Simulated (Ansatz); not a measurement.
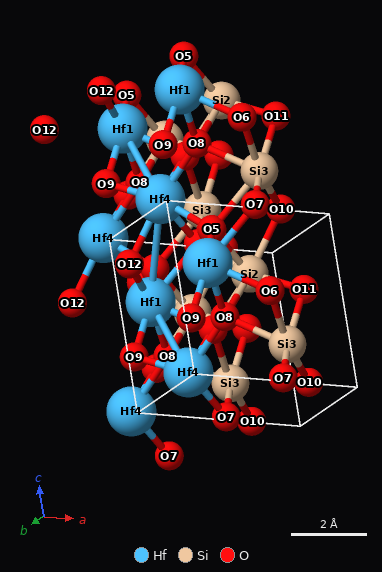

Starting structure of a crystal of HfSiO$_{4}$ (built on the monoclinic host type). The picture is a ball-and-stick view of the cell of the calculation, repeated 1 × 2 × 2 with one cell outlined, seen from a free direction.

These are results of DFT, PBE, plane waves, PAW (Ansatz), not measurements.

Input file:
```yaml
crystal:
  lattice:
    - [4.64959246, 0.0, 0.0]
    - [0.0, 4.70113389, 0.0]
    - [-0.79970333, 0.0, 4.74887755]
  atoms:
    - { symbol: Hf, position: [0.27613578, 0.20806468, 0.70790733] }
    - { symbol: Si, position: [0.72386422, 0.70806468, 0.79209267] }
    - { symbol: Si, position: [0.72386422, 0.29193532, 0.29209267] }
    - { symbol: Hf, position: [0.27613578, 0.79193532, 0.20790733] }
    - { symbol: O, position: [0.44799782, 0.49252595, 0.97857799] }
    - { symbol: O, position: [0.55200218, 0.99252595, 0.52142201] }
    - { symbol: O, position: [0.55200218, 0.00747405, 0.02142201] }
    - { symbol: O, position: [0.44799782, 0.50747405, 0.47857799] }
    - { symbol: O, position: [0.06836078, 0.08075888, 0.34625278] }
    - { symbol: O, position: [0.93163922, 0.58075888, 0.15374722] }
    - { symbol: O, position: [0.93163922, 0.41924112, 0.65374722] }
    - { symbol: O, position: [0.06836078, 0.91924112, 0.84625278] }
kpoints:
  mp_grid: { grid: [6, 6, 6] }
hamiltonian:
  xc: pbe
scf:
  occupations: { method: fermi_dirac, width: 0.02 }
relax:
  f_tol: 0.005
  cell: {}
```

**Predict the outcome.**

Over 14 accepted moves (17 points after the start) the energy falls by 764 meV per atom. Largest force component: 6 eV/Å at the start, 0.0016 eV/Å at the end. The pressure goes from 59.43 to 0.00 GPa. The SCF was repeated 3 times at an unchanged geometry on a basis and grid sized afresh for the cell, which shifted the energy by 18.4 meV per atom at most. The largest moves relative to the cell, 0.60 Å, are those of O5 and O8. O5 goes along [0 1 −1]. By element the largest moves are O 0.60 Å, Si 0.17 Å, Hf 0.11 Å. The volume changes by +15.9 %, with a 4.650 → 4.702 Å (+1.1 %), b 4.701 → 4.893 Å (+4.1 %), c 4.816 → 5.262 Å (+9.3 %), β 99.6° → 96.5°. Some distances before and after: Si2–O8 2.042 → 2.800 Å, Si2–O7 2.033 → 2.598 Å, Hf1–O11 1.866 → 2.157 Å, Hf1–Hf4 3.102 → 3.386 Å. Bonds break: Si2–O8 (2.04 → 2.80 Å), Si3–O5 (2.04 → 2.80 Å). Bond angles that change, for instance: O7–Si3–O8 115.7° → 89.5°, Si2–O10–Si3 109.7° → 128.7°, Hf1–O7–Si3 108.4° → 125.6°. The space group stays Pc (No. 7).

Step by step:

```csv
step,"E − E(0), meV/atom","largest force component, eV/Å","pressure, GPa","volume, Å³/atom",note
0,0.00,5.9691,59.43,8.650,
1,-399.84,2.1934,4.03,9.722,
2,-460.05,1.4413,-1.89,9.901,
3,-581.45,1.5426,-4.30,10.018,
4,-709.90,1.1923,-2.36,9.982,
5,-740.66,0.5090,0.04,9.867,
6,-743.53,0.1300,-0.17,9.894,
7,-743.70,0.0569,-0.10,9.897,
8,-743.73,0.0103,0.00,9.894,
9,-743.73,0.0022,0.00,9.894,
10,-762.18,0.0116,2.68,9.894,"same geometry, new basis"
11,-763.18,0.0418,0.64,9.982,
12,-763.14,0.0284,0.04,10.021,
13,-763.16,0.0091,-0.02,10.022,
14,-763.16,0.0016,0.00,10.022,
15,-763.97,0.0013,0.03,10.022,"same geometry, new basis"
16,-763.96,0.0017,0.00,10.024,
17,-763.97,0.0016,0.00,10.024,"same geometry, new basis"
```

Final geometry:

```
CELL_PARAMETERS angstrom
4.70107 0.00000 0.10039
0.00000 4.89308 0.00000
-0.70602 0.00000 5.21445
ATOMIC_POSITIONS crystal
Hf 0.28747 0.21787 0.72496
Si 0.76055 0.70692 0.79979
Si 0.76055 0.29308 0.29979
Hf 0.28747 0.78213 0.22496
O 0.45298 0.57554 0.89525
O 0.55180 0.92140 0.57860
O 0.55180 0.07860 0.07860
O 0.45298 0.42446 0.39525
O 0.02678 0.06546 0.38305
O 0.92042 0.52543 0.11836
O 0.92042 0.47457 0.61836
O 0.02678 0.93454 0.88305
```

The end point in the same view:

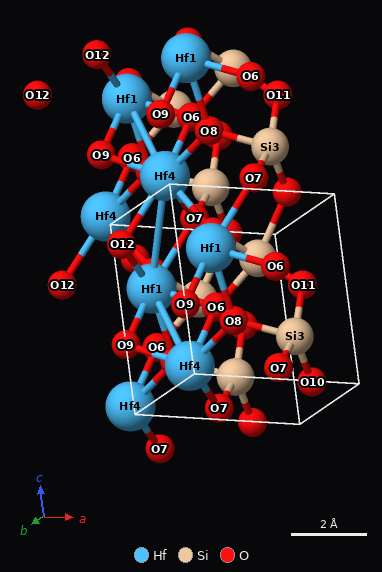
